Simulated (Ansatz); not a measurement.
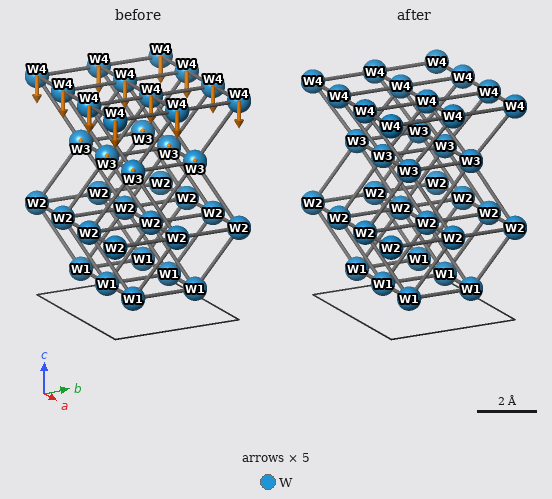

The structure of a slab of composition W before (left) and after (right) a constrained relaxation, at one scale. The orange arrows give the displacements, 5 times their true length.

The picture is a ball-and-stick view of the 3 × 2 repeat of the cell, outlined in the plane, without the vacuum, seen slightly off an axis.

2 atoms are held fixed.

All numbers below come from Ansatz, DFT PBEsol, scalar-relativistic, plane waves, PAW; settings changed.

The input:
```yaml
crystal:
  lattice:
    - [2.7317561333, 0.0, 0.0]
    - [-0.9105853778, 2.5755243819, 0.0]
    - [0.0, 0.0, 23.6914086283]
  atoms:
    - { symbol: W, position: [0.5, 0.5, 0.3587798486] }
    - { symbol: W, position: [0.0, 0.0, 0.4529266162] }
    - { symbol: W, position: [0.5, 0.5, 0.5470733838] }
    - { symbol: W, position: [0.0, 0.0, 0.6412201514] }
basis:
  ecutwfc: 420
kpoints:
  mp_grid: { grid: [11, 11, 1] }
hamiltonian:
  xc: pbesol
scf:
  occupations: { method: gaussian, width: 0.1 }
  mixing: { algorithm: anderson, beta: 0.001, ndim: 1 }
  max_iter: 50
output:
  forces: true
  eigenvalues: true
relax:
  adjacent_minimum: "off"
  f_tol: 0.03
  max_steps: 70
  constraints: [{ sites: [0, 1] }]
efield:
  axis: 3
  dipole_correction: true
  ramp_width: 0.04
```

Run as
```bash
ansatz run input.yaml --threads 1 --pin off --max-ram 2560MiB --backend cpu --events-out ev --progress --plain --runs-dir out
```

> Describe what moved and what it gained.

The run was cut off at its time limit before the relaxation converged, so the last structure is only a point on the way. The input was poor on purpose: mixing far too weak. The atom that moves furthest is W4 (0.19 Å along the normal (−c)). The lattice vectors keep their values. Some distances before and after: W3–W4 2.732 → 2.553 Å, W3–W4 (another image) 3.154 → 3.001 Å, W2–W3 2.732 → 2.755 Å, W2–W3 (another image) 3.154 → 3.174 Å. Bond angles that change, for instance: W3–W4–W3 70.5° → 76.3°. After 0 accepted moves (1 points after the start) the energy has risen by 86.3 meV per cell of the calculation. Largest force component: 0.73 eV/Å at the start, 1.8 eV/Å at the end. The line search rejected the trial step at point 1 of the run. Cost: 6.7 min on 1 thread of Arm Neoverse V1, with other jobs on the host, peak memory 0.66 GiB.
